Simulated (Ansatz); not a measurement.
# GaO: what a guessed cell relaxes into, part 1 of 2

Aim: relax a trial structure of GaO and see where it ends.

Computed with Ansatz 0.2.0 (DFT PBE, scalar-relativistic, plane waves, PAW, unless a step's input says otherwise).

## Step 1: The starting structure

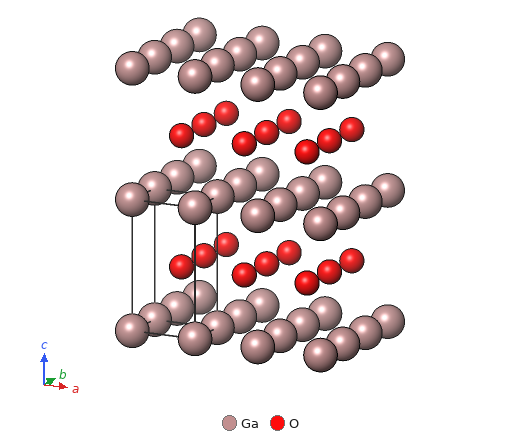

The starting structure, seen slightly off an axis (gallium pink, oxygen red). 3×3×2 cells are drawn. Atoms on the faces are drawn again on the opposite ones.

Structure file:

```xyz
2
Lattice="2.7361 0.0000 0.0000 -1.3681 2.3696 0.0000 0.0000 0.0000 4.1023" Properties=species:S:1:pos:R:3 pbc="T T T"
Ga    0.0000    0.0000    0.0000
O     1.3681    0.7899    2.0512
```

A structure generator made this guess: species swapped into a database cell of ZnIr (P-6m2, No. 187), with O on the Zn sites and Ga on the Ir sites. Its size is a rough estimate.

## Step 2: Probe: one point on a coarse mesh

Input file input.yaml:

```yaml
crystal:
  lattice:
    - [2.73612897, 0.0, 0.0]
    - [-1.36806448, 2.36955719, 0.0]
    - [0.0, 0.0, 4.1023154]
  atoms:
    - { symbol: Ga, position: [0.0, 0.0, 0.0] }
    - { symbol: O, position: [0.66666667, 0.33333333, 0.5] }
basis:
  ecutwfc: 420
kpoints:
  mp_grid: { grid: [6, 6, 4] }
hamiltonian:
  xc: pbe
scf:
  occupations: { method: gaussian, width: 0.1 }
  lower_state_search: "off"
output:
  forces: true
  stress: true
  eigenvalues: true
```

Launch:

```sh
ansatz run input.yaml --threads 1 --pin off --max-ram 2560MiB --backend cpu --events-out ev --progress --plain --runs-dir out
```

Log, cut to the lines that bear on the results:

```text
Warning: RAYON_NUM_THREADS=1 ignored (pool sized by the plan → 1); use --threads N
[...]
Pseudopotentials: kind: paw
Pseudopotential: Ga, paw, valence charge 13, recommended cutoff 420 eV (normal), Ga.paw.azcp
Pseudopotential: O, paw, valence charge 6, recommended cutoff 420 eV (normal), O.paw.azcp
Functional definition: PBE
[...]
Crystal: 2 atoms, lattice volume = 26.597 Å³
Basis set: ecut = 420 eV, 523 PW (Γ), exchange–correlation on 40×40×60 points (8 copies of the dense FFT grid, shifted against one another)
Bands: 14, of which v1, the nominal top of the filled ones, is band 10 counted from 1 (9 counted from 0)
Symmetry: 12 space group operations
Space group: P-6m2 (ITA 187), of the structure as read, at distance tolerance 3.0e-5 Å
[...]
SCF converged after 7 iterations
Free energy (F): -4347.329056 eV
[...]
E sigma→0 (E₀):  -4347.320984 eV
Entropy (-TS):   -0.016144 eV (-8.072 meV/atom)
Fermi energy:    7.291819 eV
[...]
--- Forces (eV/Å), atoms counted from 1 ---
  atom   1  Ga     0.00000000    -0.00000000    -0.00000000
  atom   2  O     -0.00000000     0.00000000     0.00000000
[...]
--- Stress (GPa, compression-positive) ---
        3.467177       0.000000       0.000000
        0.000000       3.467177      -0.000000
        0.000000      -0.000000     -35.711666
  P = ⅓ Tr σ = -9.5924 GPa (-95.924 kbar)
--- Band table (eV; the first three rows and the last of 21) ---
  k-point 0: bands = ["-9.8877", "-7.2371", "-7.1651", "-7.1651", "-6.8737", "-6.8737", "-0.0090", "3.1966", "7.7767", "7.7767", "14.3789", "19.1987", "22.8588", "22.8588"]
[...]
```

Run time: 2.5 s. Hardware: 1 thread of Intel Xeon at 2.50GHz (Skylake/Cascade Lake), shared host; peak memory 0.29 GiB.

From the probe: pressure -9.6 GPa, largest force 0.00 eV/Å, gap on this mesh none (metal). A guess like this is first relaxed loosely on the coarse mesh.

## Step 3: Spin check on a coarse mesh

input.yaml, as its differences from that of step 2:

```diff
@@ -7,3 +7,3 @@
     - { symbol: Ga, position: [0.0, 0.0, 0.0] }
-    - { symbol: O, position: [0.66666667, 0.33333333, 0.5] }
+    - { symbol: O, position: [0.66666667, 0.33333333, 0.5], spin: 1.0 }
 basis:
@@ -21 +21,4 @@
   eigenvalues: true
+  populations: true
+magnetization:
+  spin_polarized: true
```

Launch:

```sh
ansatz run input.yaml --threads 1 --pin off --max-ram 2560MiB --backend cpu --events-out ev --progress --plain --runs-dir out
```

Log, cut to the lines that bear on the results:

```text
[...]
SCF converged after 16 iterations
Magnetization: 0.9099 μB (9.9550 up, 9.0450 down)
Absolute magnetization: 0.9755 μB (∫|ρ↑−ρ↓|, with the PAW one-centre terms)
Spin contamination: 0.0180 ħ² per cell (⟨S²⟩ above its minimum at these occupations)
Per-site moments (μB) at R_I (Å): [(0.0077234475636325925, 1.067946101104818), (0.9060380691828586, 1.067946101104818)]
Free energy (F): -4347.450448 eV
[...]
        0.000000      -0.000000     -25.464547
  P = ⅓ Tr σ = -5.9822 GPa (-59.822 kbar)
--- Band table (eV; the first three rows and the last of 42) ---
  k-point 0 ↑: bands = ["-10.6100", "-7.0627", "-6.9787", "-6.9787", "-6.6933", "-6.6933", "0.0168", "2.8780", "6.8032", "6.8032", "14.1589", "19.0223", "22.9579", "22.9579"]
[...]
--- Löwdin populations: 2 sites ---
  site symbol       q [e]    m [muB]
     0     Ga     12.5338    -0.0301
     1      O      6.3983     0.9449
  spilling = 0.003577 (of n_electrons = 19.000000)
```

It took 7 s on 1 thread of Intel Xeon at 2.50GHz (Skylake/Cascade Lake), shared host; peak memory 0.3 GiB.

Per atom:

```
atom  moment in the atom's sphere (μB)  Löwdin electrons
 Ga1                              0.01             12.53
  O2                              0.91              6.40
```

The same cell is solved with trial moments on O. The largest site moment that stays is 0.91 μB and the cell's total 0.91 μB. The workflow keeps spin only above 0.25 μB on a site, so spin is kept from here on.

## Step 4: A loose first relaxation

input.yaml, as its differences from that of step 3:

```diff
@@ -24 +24,6 @@
   spin_polarized: true
+relax:
+  adjacent_minimum: "off"
+  f_tol: 0.04
+  max_steps: 70
+  cell: { stress_tol: 0.4 }
```

Launch:

```sh
ansatz run input.yaml --threads 1 --pin off --max-ram 2560MiB --backend cpu --events-out ev --progress --plain --runs-dir out
```

Log:

```text
Warning: RAYON_NUM_THREADS=1 ignored (pool sized by the plan → 1); use --threads N
Engine: ansatz 0.2.0, x86_64-unknown-linux-gnu
[... 4 set-up lines as earlier in the session ...]
  parameter kappa = 0.804
  parameter beta = 0.06672455060314922
  exchange = pbe_x(kappa = kappa, mu = beta*pi^2/3)
  correlation = pbe_c(beta = beta)
Crystal: 2 atoms, lattice volume = 26.597 Å³
Basis set: ecut = 420 eV, 523 PW (Γ), exchange–correlation on 40×40×60 points (8 copies of the dense FFT grid, shifted against one another)
Bands: 14, of which v1, the nominal top of the filled ones, is band 10 counted from 1 (9 counted from 0)
[... 2 set-up lines as earlier in the session ...]
Magnetic group: BNS 187.209 (UNI 1439), of the structure as read, at distance tolerance 3.0e-5 Å
k-points: 21 of 144 (time reversal used)
Non-local potential: Ga, projectors of the file, l = 0: 2, l = 1: 2, l = 2: 3, l = 3: 1
Non-local potential: O, projectors of the file, l = 0: 2, l = 1: 2, l = 2: 1
PAW form: soft (Blöchl's): semilocal exchange-correlation on the pseudo side does not see the compensation charge
PAW one-centre angular grid: Ga, 590 points (default); XC on 64 Gauss nodes
PAW one-centre angular grid: O, 110 points (default); XC on 64 Gauss nodes
Initial density: superposition of atomic densities (chi_scale 0.1, normalization cell, long waves kept (reshape's long-wave potential 0.17 eV rms))
Starting moments: Σ|m| = 1 μB on 1 of 2 sites
Initial wavefunctions: pseudopotential atomic-orbital guess
Functional: x = pbe(κ = 0.804, μ = 0.2195149727645171), c = pbe(β = 0.06672455060314922)
SCF iter   1: F=—  HF=-4348.935288 eV  |F-HF|=—  |Δ(HF+E_count)|=         —  Δρ=8.12e-2 (↑7.20e-2 ↓8.12e-2)  dr2=8.78e0  dr2_m=2.56e-2  M=0.961 μB ∫|m|=1.043 μB  β_m=1.00  ethr=3.10e-3  ⟨swp⟩=5.0  Hψ=2912  notcnv=0
preconditioner: auto → none  [metal: Δε(μ)=0.034 eV  Ē_g=19.023 eV  σ=0.100 eV  W_gap=0.19  n_scr=2 (ndim 8)  ℏωp=31.4 eV  f_vac=0.000  D(μ)=1.95/eV (n_scr^D=22)  sad-step TF]
SCF iter   2: F=—  HF=-4347.724798 eV  |F-HF|=—  |Δ(HF+E_count)|=    1.21e0  Δρ=2.77e-2 (↑2.22e-2 ↓2.77e-2)  dr2=1.03e0  dr2_m=1.22e-2  M=0.971 μB ∫|m|=1.074 μB  β_m=1.00  ethr=3.10e-3  ⟨swp⟩=2.3  Hψ=1441  notcnv=0  defer=18
SCF iter   3: F=—  HF=-4347.495948 eV  |F-HF|=—  |Δ(HF+E_count)|=   2.29e-1  Δρ=1.13e-2 (↑1.13e-2 ↓1.13e-2)  dr2=1.36e-1  dr2_m=1.50e-3  M=0.915 μB ∫|m|=1.017 μB  β_m=0.30  ethr=3.10e-3  ⟨swp⟩=2.0  Hψ=942  notcnv=0  defer=19
SCF iter   4: F=—  HF=-4347.447519 eV  |F-HF|=—  |Δ(HF+E_count)|=   4.84e-2  Δρ=1.33e-2 (↑2.16e-3 ↓1.33e-2)  dr2=5.81e-2  dr2_m=1.35e-2  M=0.889 μB ∫|m|=0.958 μB  β_m=0.30  ethr=7.18e-4  ⟨swp⟩=2.8  Hψ=1289  notcnv=0  defer=15
SCF iter   5: F=—  HF=-4347.446116 eV  |F-HF|=—  |Δ(HF+E_count)|=   1.40e-3  Δρ=6.80e-3 (↑2.07e-3 ↓6.80e-3)  dr2=1.09e-2  dr2_m=3.94e-3  M=0.897 μB ∫|m|=0.968 μB  β_m=1.00  ethr=3.06e-4  ⟨swp⟩=1.3  Hψ=773  notcnv=0  defer=12
SCF iter   6: F=—  HF=-4347.449924 eV  |F-HF|=—  |Δ(HF+E_count)|=   3.81e-3  Δρ=1.28e-3 (↑1.28e-3 ↓8.71e-4)  dr2=3.76e-4  dr2_m=7.36e-5  M=0.907 μB ∫|m|=0.974 μB  β_m=1.00  ethr=5.74e-5  ⟨swp⟩=1.6  Hψ=726  notcnv=0  defer=12
SCF iter   7: F=—  HF=-4347.450210 eV  |F-HF|=—  |Δ(HF+E_count)|=   2.86e-4  Δρ=7.38e-4 (↑5.12e-4 ↓7.38e-4)  dr2=1.74e-4  dr2_m=5.95e-5  M=0.911 μB ∫|m|=0.978 μB  β_m=1.00  ethr=1.98e-6  ⟨swp⟩=2.4  Hψ=977  notcnv=0  defer=12
SCF iter   8: F=—  HF=-4347.450329 eV  |F-HF|=—  |Δ(HF+E_count)|=   1.19e-4  Δρ=7.54e-4 (↑3.15e-4 ↓7.54e-4)  dr2=4.19e-4  dr2_m=1.33e-5  M=0.908 μB ∫|m|=0.975 μB  β_m=0.30  ethr=9.14e-7  ⟨swp⟩=2.3  Hψ=917  notcnv=0  defer=12
SCF iter   9: F=—  HF=-4347.450381 eV  |F-HF|=—  |Δ(HF+E_count)|=   5.16e-5  Δρ=2.51e-4 (↑6.63e-5 ↓2.51e-4)  dr2=1.14e-5  dr2_m=4.10e-6  M=0.910 μB ∫|m|=0.978 μB  β_m=1.00  ethr=9.14e-7  ⟨swp⟩=2.4  Hψ=879  notcnv=0  defer=12
SCF iter  10: F=—  HF=-4347.450403 eV  |F-HF|=—  |Δ(HF+E_count)|=   2.24e-5  Δρ=1.92e-4 (↑7.46e-5 ↓1.92e-4)  dr2=1.61e-5  dr2_m=9.04e-7  M=0.910 μB ∫|m|=0.978 μB  β_m=1.00  ethr=5.99e-8  ⟨swp⟩=1.4  Hψ=709  notcnv=0  defer=12
SCF iter  11: F=—  HF=-4347.450419 eV  |F-HF|=—  |Δ(HF+E_count)|=   1.61e-5  Δρ=4.13e-5 (↑2.42e-5 ↓4.13e-5)  dr2=3.03e-7  dr2_m=1.31e-7  M=0.910 μB ∫|m|=0.978 μB  β_m=0.30  ethr=5.99e-8  ⟨swp⟩=2.0  Hψ=882  notcnv=0  defer=12
Mixer restart at iter 11: flushing history
spin-set hold released at iteration 11 (site moments contracting): the magnetisation degrees of freedom join the quasi-Newton model from the next iteration; the mixer history was flushed
SCF iter  12: F=—  HF=-4347.450433 eV  |F-HF|=—  |Δ(HF+E_count)|=   1.40e-5  Δρ=2.00e-5 (↑2.00e-5 ↓1.88e-5)  dr2=3.04e-7  dr2_m=1.81e-8  M=0.910 μB ∫|m|=0.978 μB  β_m=0.65  ethr=1.60e-9  ⟨swp⟩=2.0  Hψ=975  notcnv=0  defer=12
SCF iter  13: F=—  HF=-4347.450453 eV  |F-HF|=—  |Δ(HF+E_count)|=   2.01e-5  Δρ=2.07e-4 (↑1.18e-4 ↓2.07e-4)  dr2=3.78e-5  dr2_m=7.07e-7  M=0.909 μB ∫|m|=0.977 μB  β_m=0.43  ethr=1.60e-9  ⟨swp⟩=2.6  Hψ=1015  notcnv=0  defer=12  recentre
SCF iter  14: F=—  HF=-4347.450448 eV  |F-HF|=—  |Δ(HF+E_count)|=   5.71e-6  Δρ=4.03e-5 (↑1.04e-5 ↓4.03e-5)  dr2=2.27e-7  dr2_m=1.47e-7  M=0.910 μB ∫|m|=0.978 μB  β_m=0.57  ethr=1.60e-9  ⟨swp⟩=2.3  Hψ=997  notcnv=0  defer=12
iter 15 did not close the SCF: its close was put off for a magnetic moment that had not settled (scf_convergence_deferred on its scf_iter line)
SCF iter  15: F=-4347.450448 eV  HF=-4347.450448 eV  |F-HF|=2.57e-8  |Δ(HF+E_count)|=   2.99e-8  Δρ=1.59e-5 (↑5.53e-6 ↓1.59e-5)  dr2=3.47e-8  dr2_m=2.67e-8  M=0.910 μB ∫|m|=0.978 μB  β_m=0.63  ethr=5.26e-10  ⟨swp⟩=5.1  Hψ=2399  notcnv=0
SCF iter  16: F=-4347.450448 eV  HF=-4347.450448 eV  |F-HF|=1.40e-9  |Δ(HF+E_count)|=   4.72e-9  Δρ=4.29e-6 (↑1.72e-6 ↓4.29e-6)  dr2=2.34e-9  dr2_m=1.99e-9  M=0.910 μB ∫|m|=0.978 μB  ethr=1.83e-10  ⟨swp⟩=1.8  Hψ=1854  notcnv=0
SCF 1 converged in 16 iterations: F = -4347.450448 eV  dr2 = 2.34e-9
relax step   1: F+E_penalty+E_count = -4347.45044770 eV  Δ(F+E_penalty+E_count) = +0.000e0 eV  max|allowed force component| = 3.701e-17 eV/Å  Δτ_max = 0.0000 Å  P = -5.982 GPa  Ω = 26.597 Å³  (16 SCF iters, dr2 threshold 1.00e-7 eV, accepted)
[... from here on, the SCF cycles and remarks between the steps are left out ...]
relax step   2: F+E_penalty+E_count = -4347.70864976 eV  Δ(F+E_penalty+E_count) = -2.582e-1 eV  max|allowed force component| = 1.156e-16 eV/Å  Δτ_max = 0.0000 Å  P = -6.095 GPa  Ω = 25.790 Å³  energy of the carried Pulay correction = +2.728e-3 eV  (10 SCF iters, dr2 threshold 2.00e-7 eV, accepted)
relax step   3: F+E_penalty+E_count = -4348.09134301 eV  Δ(F+E_penalty+E_count) = -3.827e-1 eV  max|allowed force component| = 3.701e-17 eV/Å  Δτ_max = 0.0000 Å  P = -8.997 GPa  Ω = 25.140 Å³  energy of the carried Pulay correction = +4.990e-3 eV  (13 SCF iters, dr2 threshold 2.00e-7 eV, accepted)
relax step   4: F+E_penalty+E_count = -4348.57222830 eV  Δ(F+E_penalty+E_count) = -4.809e-1 eV  max|allowed force component| = 9.714e-17 eV/Å  Δτ_max = 0.0000 Å  P = -8.451 GPa  Ω = 24.407 Å³  energy of the carried Pulay correction = +7.606e-3 eV  (15 SCF iters, dr2 threshold 2.00e-7 eV, accepted)
relax step   5: F+E_penalty+E_count = -4348.95764099 eV  Δ(F+E_penalty+E_count) = -3.854e-1 eV  max|allowed force component| = 4.626e-17 eV/Å  Δτ_max = 0.0000 Å  P = -4.017 GPa  Ω = 23.428 Å³  energy of the carried Pulay correction = +1.122e-2 eV  (16 SCF iters, dr2 threshold 2.00e-7 eV, accepted)
relax step   6: F+E_penalty+E_count = -4349.21187788 eV  Δ(F+E_penalty+E_count) = -2.542e-1 eV  max|allowed force component| = 1.937e-17 eV/Å  Δτ_max = 0.0000 Å  P = +0.931 GPa  Ω = 22.727 Å³  energy of the carried Pulay correction = +1.390e-2 eV  (11 SCF iters, dr2 threshold 2.00e-7 eV, accepted)
relax step   7: F+E_penalty+E_count = -4349.31489543 eV  Δ(F+E_penalty+E_count) = -1.030e-1 eV  max|allowed force component| = 5.551e-17 eV/Å  Δτ_max = 0.0000 Å  P = -2.037 GPa  Ω = 23.724 Å³  energy of the carried Pulay correction = +1.013e-2 eV  (13 SCF iters, dr2 threshold 2.00e-7 eV, accepted)
relax step   8: F+E_penalty+E_count = -4349.31563635 eV  Δ(F+E_penalty+E_count) = -7.409e-4 eV  max|allowed force component| = 1.480e-16 eV/Å  Δτ_max = 0.0000 Å  P = +3.553 GPa  Ω = 22.879 Å³  energy of the carried Pulay correction = +1.332e-2 eV  (11 SCF iters, dr2 threshold 2.00e-7 eV, rejected (line search))
relax step   9: F+E_penalty+E_count = -4349.32020753 eV  Δ(F+E_penalty+E_count) = -5.312e-3 eV  max|allowed force component| = 4.857e-17 eV/Å  Δτ_max = 0.0000 Å  P = -0.211 GPa  Ω = 23.456 Å³  energy of the carried Pulay correction = +1.114e-2 eV  (12 SCF iters, accepted)
relax step  10: F+E_penalty+E_count = -4349.35237130 eV  Δ(F+E_penalty+E_count) = -3.216e-2 eV  max|allowed force component| = 4.279e-17 eV/Å  Δτ_max = 0.0000 Å  P = +1.429 GPa  Ω = 23.456 Å³  stress off target by 2.39e0 GPa  SCF on the basis re-selected at this cell (its energy is not comparable with the rows above)  (7 SCF iters)
relax step  11: F+E_penalty+E_count = -4349.35539495 eV  Δ(F+E_penalty+E_count) = -3.024e-3 eV  max|allowed force component| = 3.354e-17 eV/Å  Δτ_max = 0.0000 Å  P = +0.255 GPa  Ω = 23.770 Å³  energy of the carried Pulay correction = -1.076e-3 eV  (10 SCF iters, dr2 threshold 2.00e-7 eV, accepted)
relax step  12: F+E_penalty+E_count = -4349.35661354 eV  Δ(F+E_penalty+E_count) = -1.219e-3 eV  max|allowed force component| = 3.816e-17 eV/Å  Δτ_max = 0.0000 Å  P = +0.336 GPa  Ω = 23.770 Å³  stress off target by 4.53e-1 GPa  SCF on the basis re-selected at this cell (its energy is not comparable with the rows above)  (5 SCF iters)
relax step  13: F+E_penalty+E_count = -4349.35647536 eV  Δ(F+E_penalty+E_count) = +1.382e-4 eV  max|allowed force component| = 5.956e-17 eV/Å  Δτ_max = 0.0000 Å  P = +0.016 GPa  Ω = 23.849 Å³  energy of the carried Pulay correction = -2.672e-4 eV  (9 SCF iters, dr2 threshold 2.00e-7 eV, accepted)
relax step  14: F+E_penalty+E_count = -4349.35665606 eV  Δ(F+E_penalty+E_count) = -1.807e-4 eV  max|allowed force component| = 8.963e-17 eV/Å  Δτ_max = 0.0000 Å  P = +0.024 GPa  Ω = 23.849 Å³  stress off target by 3.13e-2 GPa  SCF on the basis re-selected at this cell (its energy is not comparable with the rows above)  (5 SCF iters)
basis re-selected at this cell: Δ(F+E_penalty+E_count) = -1.807e-4 eV, ΔP = +0.008 GPa vs the last step (what re-selecting the basis moved, of the pressure what is left beyond the Pulay correction that the steps carried, after the strain that the cell walked since its last selection, with what the two solves' SCF thresholds leave and, on support functions, any second-order correction that the steps lacked; it is no measure of the basis error at this ecutwfc). This SCF's stress stands 3.13e-2 GPa from its target on what of the cell is left free (relax.cell.stress_tol is 4.00e-1 GPa) and its largest allowed force component is 8.96e-17 eV/Å (relax.f_tol is 4.00e-2 eV/Å): within both
SCF converged after 5 iterations
Magnetization: -0.0000 μB (9.5000 up, 9.5000 down)
Absolute magnetization: 0.0000 μB (∫|ρ↑−ρ↓|, with the PAW one-centre terms)
Spin contamination: 0.0000 ħ² per cell (⟨S²⟩ above its minimum at these occupations)
Per-site moments (μB) at R_I (Å): [(-2.7037478011300396e-6, 0.9467739763928845), (-8.309973837910944e-6, 0.9467739763928845)]
Free energy (F): -4349.356656 eV
Harris-Foulkes:  -4349.356656 eV  (|F-HF|=1.30e-10)
Internal energy: -4349.347964 eV  (E = F + TS)
E sigma→0 (E₀):  -4349.352310 eV
Entropy (-TS):   -0.008692 eV (-4.346 meV/atom)
Fermi energy:    11.006057 eV
--- Per-component energies (eV) ---
  E_band       = -22.581467
  E_kinetic    = 288.103552
  E_local      = -1977.675254  (includes V_loc(G=0)·N_el)
  E_nonlocal   = 474.406571
  E_hartree    = 896.215972
  E_xc         = -142.023160
  E_vxc        = -150.975474  (∫ρ·V_xc dr)
  E_paw        = -2147.644079  (= ΣΔE_a)
  E_vpaw       = -448.875212  (= ΣTr[D̂ρ^β])
  E_aug_tail   = 0.002168  (compensation charges beyond the density's cutoff)
  E_ewald      = -1740.733735
  E_smearing   = -0.008692  (= −TS)
  E_closure    = -0.000000  (closes the sum)
  Σ components = -4349.356656   (vs F -4349.356656, Δ=0.00e0)
--- Forces (eV/Å), atoms counted from 1 ---
  atom   1  Ga     0.00000000     0.00000000     0.00000000
  atom   2  O     -0.00000000    -0.00000000    -0.00000000
  max |Σ_I F_I| component: 1.54e-16 eV/Å
--- Stress (GPa, compression-positive) ---
        0.031341      -0.000000      -0.000000
       -0.000000       0.031341       0.000000
       -0.000000       0.000000       0.010147
  P = ⅓ Tr σ = 0.0243 GPa (0.243 kbar)
--- Band table (eV; the first three rows and the last of 42) ---
  k-point 0 ↑: bands = ["-9.4578", "-4.8388", "-4.7158", "-4.7158", "-4.5294", "-4.5294", "5.5946", "6.6345", "7.2063", "7.2063", "19.4005", "19.4005", "20.2847", "21.8714"]
  k-point 1 ↑: bands = ["-9.0378", "-4.7387", "-4.6967", "-4.6967", "-4.5876", "-4.5876", "2.7065", "7.4098", "7.4098", "9.2785", "16.4854", "20.2583", "20.2583", "25.1875"]
  k-point 2 ↑: bands = ["-8.5404", "-4.6745", "-4.6745", "-4.6479", "-4.6479", "-4.6473", "1.0538", "7.6212", "7.6212", "12.4432", "12.4804", "21.4379", "21.4379", "26.1905"]
  k-point 20 ↓: bands = ["-8.1026", "-4.7937", "-4.6655", "-4.6078", "-4.4664", "-4.2116", "4.3531", "4.6673", "6.1429", "9.4066", "11.3553", "16.8508", "19.0137", "21.5298"]
--- Relaxed structure (11 steps of the walk, 10 accepted, 3 SCFs on fresh bases) ---
  F+E_penalty+E_count = -4349.35665606 eV   max|allowed force component| = 8.963e-17 eV/Å   (the final SCF, on the basis selected at the relaxed cell)
  cell:  # Å, volume = 23.8491 Å³
    - [3.081358744244248, -3.2509859962811772e-9, 8.445496916642096e-18]
    - [-1.5406793693066874, 2.6685349523143285, -4.2227484506044e-18]
    - [1.2662448475894377e-17, 4.521659750315434e-34, 2.9003885165819354]
  atoms:
    - { symbol: Ga, position: [1.850371700815423e-17, -1.8503717008154225e-17, 8.215792970666425e-35] }
    - { symbol: O, position: [0.6666666666666667, 0.33333333333333337, 0.5] }
--- Löwdin populations: 2 sites ---
  site symbol       q [e]    m [muB]
     0     Ga     12.3827    -0.0000
     1      O      6.5687    -0.0000
  spilling = 0.002560 (of n_electrons = 19.000000)
```

Wall time 84 s (1 thread of Intel Xeon at 2.50GHz (Skylake/Cascade Lake), shared host); peak memory 0.32 GiB.

Step by step:

| step | energy from step 1 (eV/cell) | largest force component (eV/Å) | pressure (GPa) | volume (Å³) |
| --- | --- | --- | --- | --- |
| 1 | 0.0000 | 0.0000 | -5.98 | 26.60 |
| 2 | -0.2582 | 0.0000 | -6.09 | 25.79 |
| 3 | -0.6409 | 0.0000 | -9.00 | 25.14 |
| 4 | -1.1218 | 0.0000 | -8.45 | 24.41 |
| 5 | -1.5072 | 0.0000 | -4.02 | 23.43 |
| 6 | -1.7614 | 0.0000 | 0.93 | 22.73 |
| 7 | -1.8644 | 0.0000 | -2.04 | 23.72 |
| 8 | -1.8652 | 0.0000 | 3.55 | 22.88 |
| 9 | -1.8698 | 0.0000 | -0.21 | 23.46 |
| 10 | -1.9019 | 0.0000 | 1.43 | 23.46 |
| 11 | -1.9049 | 0.0000 | 0.25 | 23.77 |
| 12 | -1.9062 | 0.0000 | 0.34 | 23.77 |
| 13 | -1.9060 | 0.0000 | 0.02 | 23.85 |
| 14 | -1.9062 | 0.0000 | 0.02 | 23.85 |

Step 1 is the start. Steps 10, 12, 14 each repeat the geometry before them on a plane-wave basis chosen anew, so the energy can jump there without any move. Step 8 was tried and not accepted. The walk judges its steps with a correction for the finite basis (Pulay term) that this column leaves out, so accepted steps can climb here and lower ones be refused.

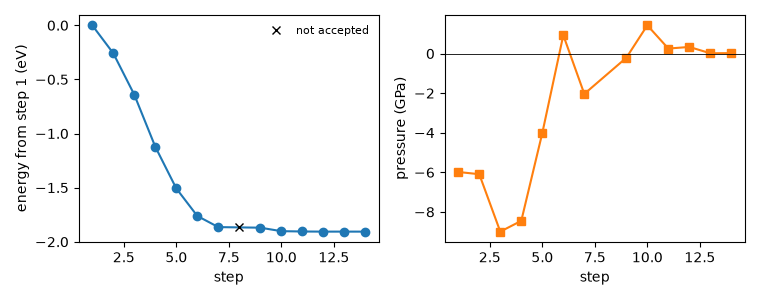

Energy and pressure along the relaxation.

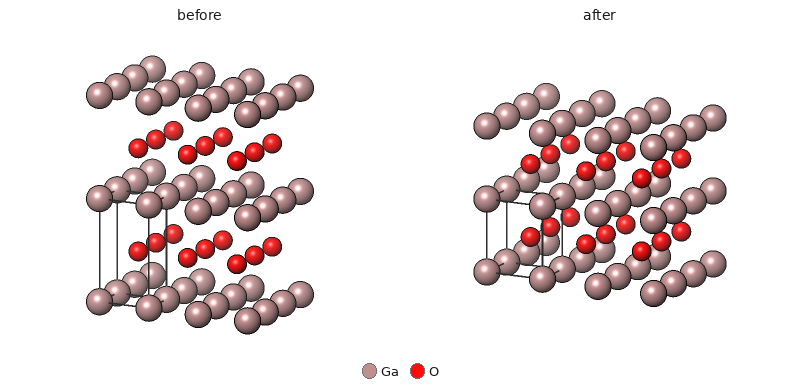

The structure before (left) and after (right) the relaxation, drawn at the same scale.

|  | before | after | change |
| --- | --- | --- | --- |
| a (Å) | 2.736 | 3.081 | +12.6 % |
| b (Å) | 2.736 | 3.081 | +12.6 % |
| c (Å) | 4.102 | 2.900 | -29.3 % |
| volume (Å³/atom) | 13.30 | 11.92 | -10.3 % |
| shortest distance (Å) | 2.589 | 2.295 | -11.3 % |
| space group (0.01 Å) | P-6m2 | P-6m2 | same |

The run keeps the 12 symmetry operations of the start, so it could not have lowered the symmetry.

Site by site:

```
atom  Löwdin electrons
 Ga1             12.38
  O2              6.57
```

(Continued in part 2 of 2.)
